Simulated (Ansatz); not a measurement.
## Electronic structure of La$_{2}$O$_{3}$ in real space

Input

```
crystal:
  lattice:
    - [6.3394427376, 0.0, 0.0]
    - [-3.1697213688, 5.4901184566, 0.0]
    - [0.0, 0.0, 3.2648149136]
  atoms:
    - { symbol: La, position: [0.3333333333, 0.6666666667, 0.4996194063] }
    - { symbol: La, position: [0.6666666667, 0.3333333333, 0.5003805937] }
    - { symbol: O, position: [0.5, 0.5, 0.0] }
    - { symbol: O, position: [0.5, 0.0, 0.0] }
    - { symbol: O, position: [0.0182145432, 0.5364290865, 0.0] }
basis:
  ecutwfc: 420
  ecutrho_ratio: 4
kpoints:
  mp_grid: { grid: [4, 4, 6] }
hamiltonian:
  xc: hse06
scf:
  occupations: { method: gaussian, width: 0.05 }
output:
  forces: true
  stress: true
  eigenvalues: true
  write_density: true
  write_potential: true
  elf: true
  volumetric_format: npy
```

Command:

```sh
ansatz run input.yaml --threads 4 --pin off --max-ram 8192MiB --backend cpu --events-out ev --progress --plain --runs-dir out
```

Below, planes, directions and counts refer to the conventional cell (a = 6.34 Å, b = 3.26 Å, c = 6.34 Å, α = 90.00°, β = 120.00°, γ = 90.00°).

Space group Pm; started from the La2O3 prototype; changed on purpose from its base cell (atom 5 (O) moved 0.2 A along y); not relaxed (largest force 1.1 eV/Å).

Computed with Ansatz, DFT HSE06, scalar-relativistic, plane waves, PAW.

In a PAW calculation such maps are meaningful between the atoms, not at the nuclei.

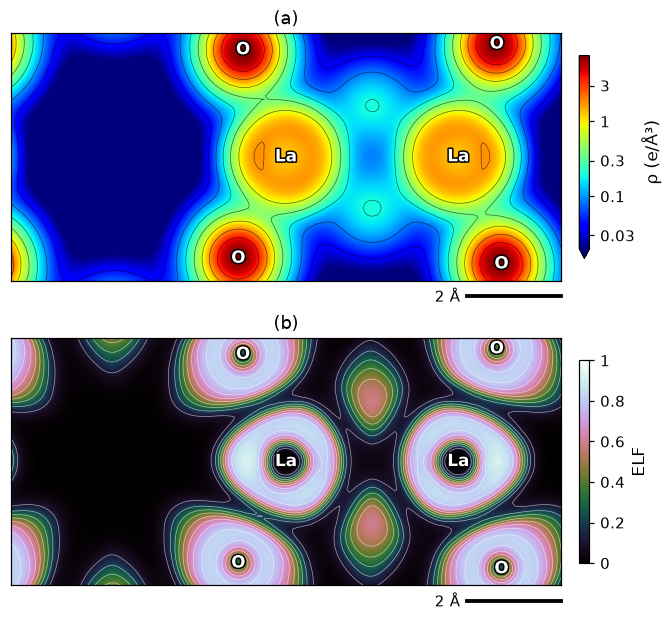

Figure 1. (a) valence pseudo-density; (b) electron localisation function on the (111) plane of the conventional cell.

> Read the bonding off the picture.

The plane passes through La and O nuclei. La–O (2.38 Å): ρ at the midpoint is about 0.49 e/Å³; the ELF is about 0.25 at the midpoint (a closed-shell, largely ionic contact). La–O (2.45 Å): the density is about 0.43 e/Å³ at the midpoint; the ELF is about 0.20 at the midpoint: a closed-shell, largely ionic contact. La–O (2.53 Å): ρ at the midpoint is about 0.36 e/Å³; the ELF is about 0.20 at the midpoint; an ionic contact with no shared pair. The density dies away to nearly zero in the voids. The features right at La lie inside the PAW spheres, where the map follows smoothed inner orbitals and isn't to be read closely.

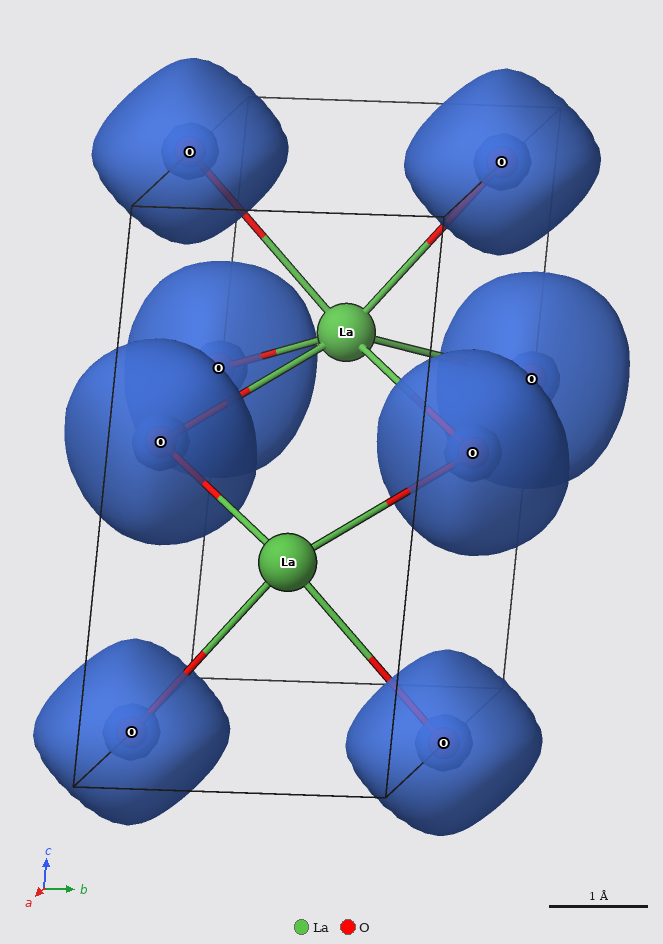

Figure 2. Isosurface of the electron localisation function at 0.6 (blue), seen slightly off an axis. Only the valence region is drawn (cores and ρ < 0.01 e/Å³ removed). Sticks mark near contacts.

> Where are the electrons localised?

At this value the surface marks out three regions wrapped around O (the valence shell of each), counted in one cell of 5 atoms. Any copies at cell faces, edges or corners count once.

> Does the calculation give a band gap?

It is gapped, with a Kohn–Sham gap of 2.8 eV on the k-point mesh (the band edges may lie off the mesh, which would make the gap smaller).
